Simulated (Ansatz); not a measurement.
**A series of single points on CuI**

System: CuI (2 atoms in the cell).
Method: Kohn-Sham DFT of a periodic cell, PBE, all-electron LAPW, scalar-relativistic, no spin polarisation (Ansatz 0.2.0).

The 7 runs differ only in the geometry, by an even scaling of the cell at fixed fractional positions. The structure derives from an entry of the Crystallography Open Database.

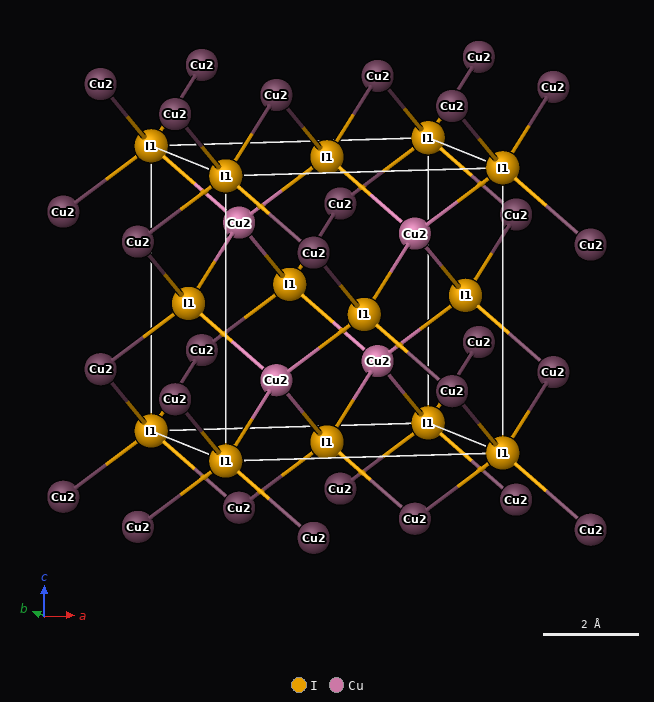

Figure 1. The structure of run 4 (ball-and-stick view of the cell 4 times as large as that of the calculation, set on its symmetry axes, seen slightly off an axis; neighbours outside the cell are drawn fainter; atoms are numbered from 1 in the order of the input).

### Input of run 4
```yaml
crystal:
  lattice:
    - [0.0, 3.0315, 3.0315]
    - [3.0315, 0.0, 3.0315]
    - [3.0315, 3.0315, 0.0]
  atoms:
    - { symbol: I, position: [0.0, 0.0, 0.0] }
    - { symbol: Cu, position: [0.75, 0.75, 0.75] }
kpoints:
  mp_grid: { grid: [8, 8, 8] }
scf:
  occupations: { method: fermi_dirac, width: 0.05 }
hamiltonian:
  xc: pbe
  pseudopotentials: { kind: all_electron, lapw: { basis_error: 0.0005 } }
output:
  forces: true
  stress: true
  eigenvalues: true
```

Command:
```bash
ansatz run input.yaml --threads 1 --pin off --max-ram 2560MiB --backend cpu --events-out ev --progress --plain --runs-dir out
```

Run 6 differs from it as follows:
```diff
-    - [0.0, 3.0315, 3.0315]
-    - [3.0315, 0.0, 3.0315]
-    - [3.0315, 3.0315, 0.0]
+    - [0.0, 3.0713927327, 3.0713927327]
+    - [3.0713927327, 0.0, 3.0713927327]
+    - [3.0713927327, 3.0713927327, 0.0]
```

### Results, with one run withheld

| run | volume per atom (Å³) | free energy per atom, from the lowest run given (meV) | pressure (GPa) | gap on the mesh (eV) |
| --- | --- | --- | --- | --- |
| 1 | 26.188 | 17.82 | 3.28 | 1.29 |
| 2 | 26.745 | 8.40 | 2.17 | 1.23 |
| 3 | 27.302 | 2.60 | 1.19 | 1.17 |
| 4 | 27.859 | 0.00 | 0.32 | 1.12 |
| 5 | 28.417 | 0.23 | −0.44 | 1.07 |
| 6 | 28.974 | ? | ? | ? |
| 7 | 29.531 | 7.91 | −1.71 | 0.98 |

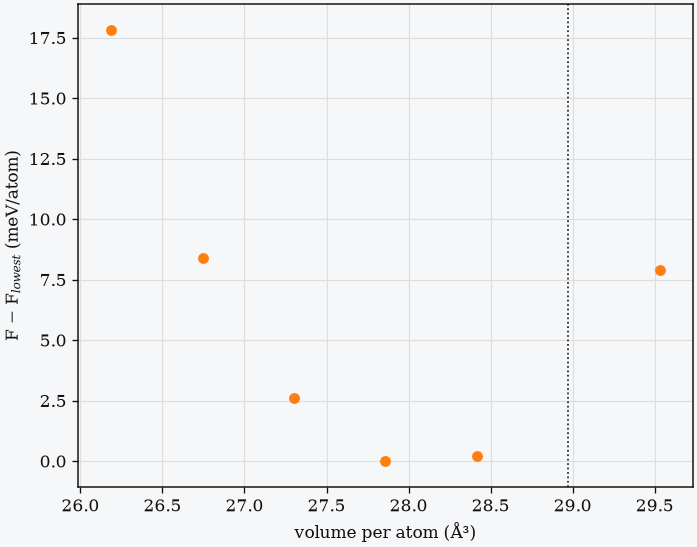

Figure 2. Free energy per atom of the runs given; the dotted line marks run 6.

Estimate the energy of run 6 from the others.

A cubic polynomial in V^(−2/3) (the Birch–Murnaghan form), fitted to the 6 runs given, misses them by under 0.01 meV per atom. With x = V^(−2/3) − 0.10940 Å⁻², it reads F = 0.68148 + 1556.6 x + 6.6908e+05 x² + 3.6528e+06 x³ (meV per atom). At run 6 it gives 2.96 meV per atom, and the run itself gives 2.97. The slope of the fit gives a pressure −dF/dV of −1.12 GPa there, and the run prints −1.12 GPa. The fit has its minimum at 28.087 Å³ per atom, where V d²F/dV² gives 39 GPa: the bulk modulus at this level, since symmetry fixes the shape and the positions. The gap on the mesh goes, without turning, from 1.29 eV in run 1 to 0.98 eV in run 7; run 6 has 1.02 eV. These are gaps of this functional on this mesh, which can miss the band edges; they aren't the measured gap.

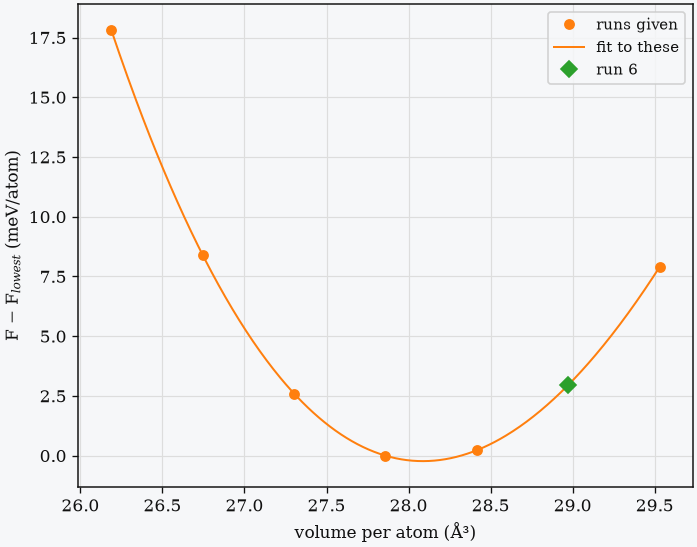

Figure 3. The fit and the withheld run.

### Output, shortened to warnings, some set-up lines, iterations and results (run 6)
```
Basis set: ecut = 295.2362694659285 eV, 645 PW (Γ), exchange–correlation at level 2
Symmetry: 24 space group operations
k-points: 29 of 512 (time reversal used)
Initial density: superposition of atomic densities (chi_scale 0.1, normalization cell, long waves kept (reshape's long-wave potential 0.00 eV rms))
[...]
SCF iter   1: F=—  HF=-238676.645957 eV  |F-HF|=—  |Δ(HF+E_count)|=         —  Δρ=1.53e-2  dr2=1.32e-1  ethr=2.98e-4  ⟨swp⟩=2.8  Hψ=5330  notcnv=0
SCF iter   2: F=—  HF=-238677.010648 eV  |F-HF|=—  |Δ(HF+E_count)|=   3.65e-1  Δρ=1.30e-2  dr2=1.94e-1  ethr=2.98e-4  ⟨swp⟩=3.0  Hψ=2672  notcnv=0
SCF iter   3: F=—  HF=-238676.510513 eV  |F-HF|=—  |Δ(HF+E_count)|=   5.00e-1  Δρ=6.54e-3  dr2=4.02e-2  ethr=2.98e-4  ⟨swp⟩=3.0  Hψ=2494  notcnv=0
SCF iter   4: F=—  HF=-238676.462826 eV  |F-HF|=—  |Δ(HF+E_count)|=   4.77e-2  Δρ=2.65e-3  dr2=6.29e-3  ethr=9.14e-5  ⟨swp⟩=3.0  Hψ=2523  notcnv=0
SCF iter   5: F=—  HF=-238676.455210 eV  |F-HF|=—  |Δ(HF+E_count)|=         —  Δρ=1.06e-3  dr2=1.03e-3  ethr=1.43e-5  ⟨swp⟩=2.0  Hψ=2235  notcnv=0
SCF iter   6: F=—  HF=-238676.453619 eV  |F-HF|=—  |Δ(HF+E_count)|=   1.59e-3  Δρ=1.55e-4  dr2=2.64e-5  ethr=6.03e-8  ⟨swp⟩=2.0  Hψ=3913  notcnv=0
SCF iter   7: F=—  HF=-238676.453593 eV  |F-HF|=—  |Δ(HF+E_count)|=   2.61e-5  Δρ=2.25e-5  dr2=3.37e-7  ethr=6.00e-8  ⟨swp⟩=2.1  Hψ=2237  notcnv=0
SCF iter   8: F=-238676.453592 eV  HF=-238676.453592 eV  |F-HF|=4.83e-9  |Δ(HF+E_count)|=   5.19e-7  Δρ=3.35e-6  dr2=9.62e-9  ethr=7.67e-10  ⟨swp⟩=3.0  Hψ=2420  notcnv=0
SCF 1 converged in 8 iterations: F = -238676.453592 eV  dr2 = 9.62e-9
SCF converged after 8 iterations
Free energy (F): -238676.453592 eV
Harris-Foulkes:  -238676.453592 eV  (|F-HF|=4.83e-9)
Internal energy: -238676.453592 eV  (E = F + TS)
E sigma→0 (E₀):  -238676.453592 eV
Entropy (-TS):   -0.000000 eV (-0.000 meV/atom)
Fermi energy:    9.247179 eV
--- Per-component energies (eV) ---
  E_band       = -1862.833806
  E_kinetic    = 250750.457648
  E_xc         = -6781.658947
  E_electrostatic = -482645.252293  (all electrons and nuclei)
  E_smearing   = -0.000000  (= −TS)
  E_closure    = 0.000000  (closes the sum)
  E_atoms      = -238670.910979  (free atoms, spherical and without spin; not in F)
  Σ components = -238676.453592   (vs F -238676.453592, Δ=0.00e0)
  Basis errors (estimates in eV, not in F): energy 2.2e-4 per atom: plane waves 2.0e-4 (1.2e-4 summed), levels above the bands 1.0e-72, relativity 2.8e-8, radial functions 2.3e-5, core shells 6.2e-9; eigenvalues (radial functions only) 4.6e-7; not estimated: angular momenta, meshes, grids; target …
--- Forces (eV/Å), atoms counted from 1 ---
  atom   1  I      0.00000000    -0.00000000     0.00000000
  atom   2  Cu    -0.00000000     0.00000000    -0.00000000
  max |Σ_I F_I| component: 2.54e-17 eV/Å
--- Stress (GPa, compression-positive) ---
       -1.115677      -0.000000      -0.000000
       -0.000000      -1.115677       0.000000
       -0.000000       0.000000      -1.115677
  P = ⅓ Tr σ = -1.1157 GPa (-11.157 kbar)
```
